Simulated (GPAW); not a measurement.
System: MoS₂, space group P6_3/mmc (No. 194).

The given structure:
```cif
data_structure
_symmetry_space_group_name_H-M 'P 1'
_symmetry_Int_Tables_number 1
_cell_length_a 3.1690
_cell_length_b 3.1690
_cell_length_c 12.3240
_cell_angle_alpha 90.000
_cell_angle_beta 90.000
_cell_angle_gamma 120.000
_cell_volume 107.18
loop_
_atom_site_label
_atom_site_type_symbol
_atom_site_fract_x
_atom_site_fract_y
_atom_site_fract_z
_atom_site_occupancy
Mo1 Mo 0.66667 0.33333 0.75000 1
Mo2 Mo 0.33333 0.66667 0.25000 1
S1 S 0.66667 0.33333 0.37700 1
S2 S 0.33333 0.66667 0.87700 1
S3 S 0.66667 0.33333 0.12300 1
S4 S 0.33333 0.66667 0.62300 1
```

Method: PAW DFT in plane waves, on a grid or in atomic orbitals, no spin polarisation; energies at scaled volumes of the given cell, shape and fractions fixed, counted from the fit's minimum, third-order Birch-Murnaghan fit (GPAW 26.7.0). Level: r2SCAN.

k mesh 6×6×2; occupations Fermi–Dirac; smearing width 0.05 eV; potentials GPAW PAW data sets (gpaw data 1.2.1); wave cutoff 600 eV; program settings basis pw.

Predict the energy and pressure against volume. The volume takes the values 16.79, 17.15, 17.51, 17.86, 18.22, 18.58, 18.94 Å³/atom.

A third-order Birch–Murnaghan fit gives V0 = 17.97 Å³/atom, B0 = 150 GPa and B′ = 4.2. The energy is 40.86 meV/atom at volume 16.79 Å³/atom and 21.97 meV/atom at 18.94 Å³/atom; the lowest computed point is at volume 17.86 Å³/atom (0.34 meV/atom), and no other minimum shows. The pressure falls from 11.66 GPa at volume 16.79 Å³/atom to −7.09 GPa at 18.94 Å³/atom, and changes sign near 17.96 Å³/atom.

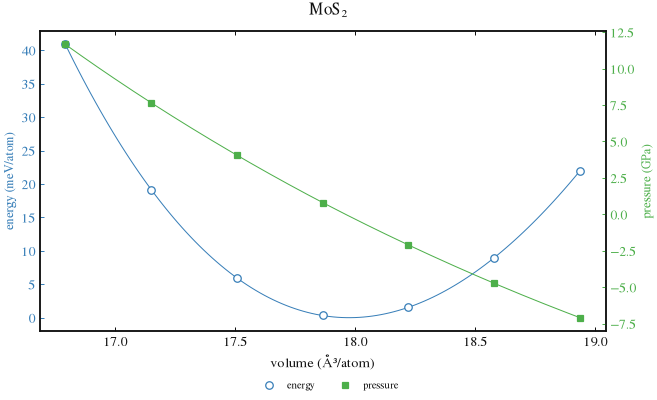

Note: shape and atomic fractions are frozen while scaling, which makes layered, chain and framework solids too stiff.
